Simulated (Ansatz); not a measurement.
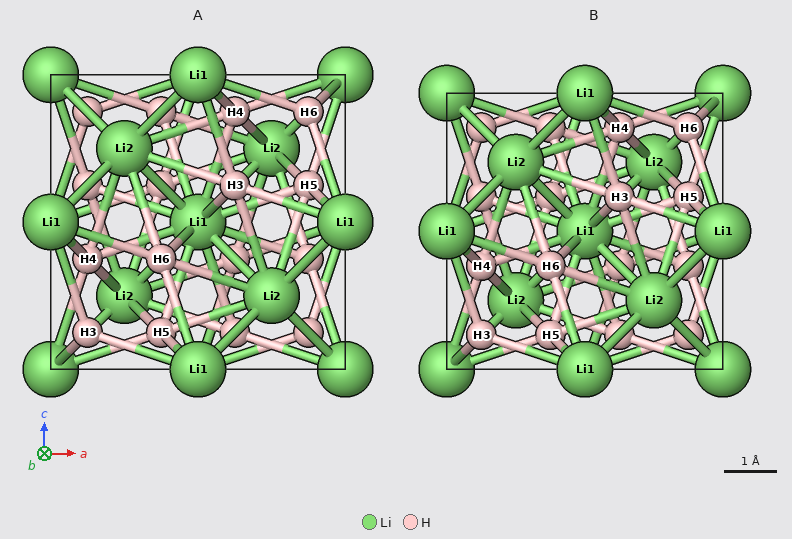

Two geometries of solid LiH2 (a generated structure, set up in Fd-3m) (coarse preliminary run), drawn at one scale. One is the start of a relaxation, the other its converged end. Style: ball-and-stick. Shown: the conventional cell (4 times the calculation's cell), along the b axis. Lengths and directions refer to the drawn axes.

Theory: Ansatz, DFT PBE, scalar-relativistic, plane waves, PAW. Settings: plane-wave cutoff 420 eV; k-point mesh 6 × 6 × 6; occupations gaussian; smearing width 0.1 eV; no spin polarisation; cell and atoms relaxed; force threshold 0.04 eV/Å; at most 70 steps.

Which of the two is the end point?

Structure B is the relaxed one. Over 3 accepted moves (4 points after the start) the energy falls by 29.4 meV per atom. All forces vanish by symmetry, so only the cell relaxes. The pressure goes from −5.90 to −0.12 GPa. The SCF was repeated once at an unchanged geometry on a basis and grid sized afresh for the cell, which shifted the energy by 0.8 meV per atom at most. The atoms keep their places relative to the cell (all moves are under 0.005 Å). The drawn cell changes as follows: a = b = c 5.718 → 5.363 Å (−6.2 %); the volume changes by −17.5 %. Some distances before and after: Li1–Li2 2.476 → 2.322 Å, Li1–H3 2.371 → 2.223 Å. The space group stays Fd-3m (No. 227). Cost: 3.2 s on 1 thread of AMD EPYC 7R13 Processor (Zen 3), on a shared host, peak memory 0.31 GiB.
